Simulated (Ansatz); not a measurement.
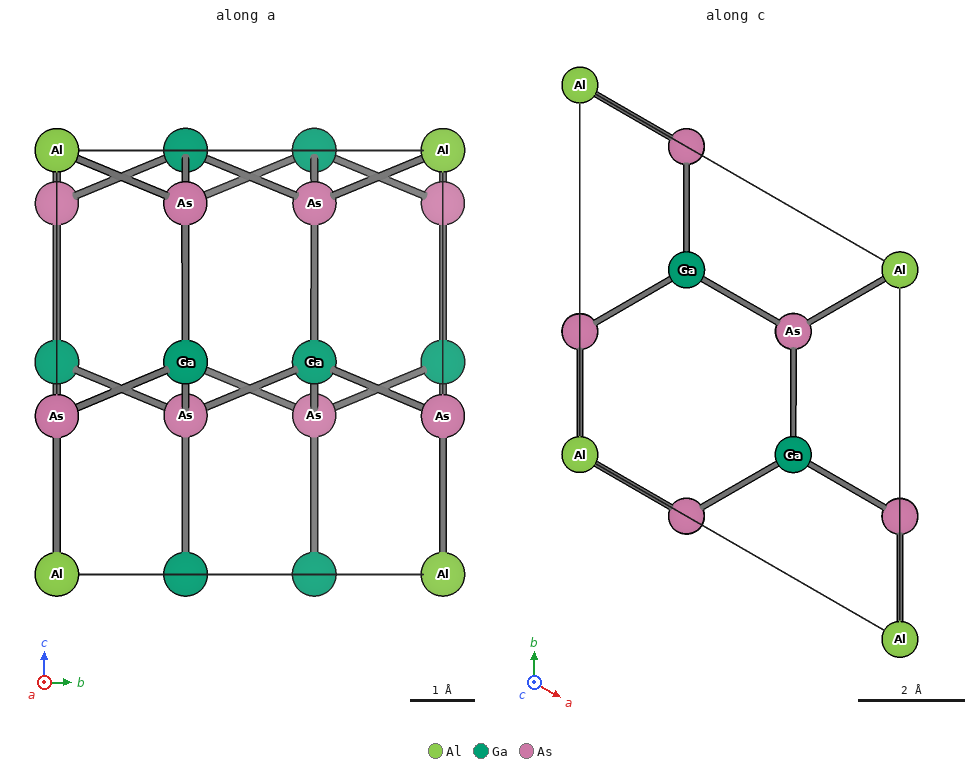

A ball-and-stick rendering, viewed along the a axis and along the c axis. One conventional unit cell is outlined, and atoms on its boundary appear in each equivalent place.

AlGa₅As₆, space group P31m (No. 157), a = 7.01 Å, b = 7.01 Å, c = 6.67 Å, α = 90.00°, β = 90.00°, γ = 120.00°.

Computational set-up: Ansatz, DFT PBE, scalar-relativistic, plane waves, PAW, an energy cutoff of 420 eV, a 6×6×6 k-point mesh, no spin polarisation.

### Does it come out as a metal, or with a gap?

A semiconductor at this level, with a gap of 0.39 eV on the k-mesh (the true edges may lie between mesh points, so the gap can be somewhat smaller).

The structure comes from a structure type filled with these elements by a generator (whether the compound takes this form wasn't checked). This is the structure after a relaxation with Ansatz, DFT PBE, scalar-relativistic, plane waves, PAW.
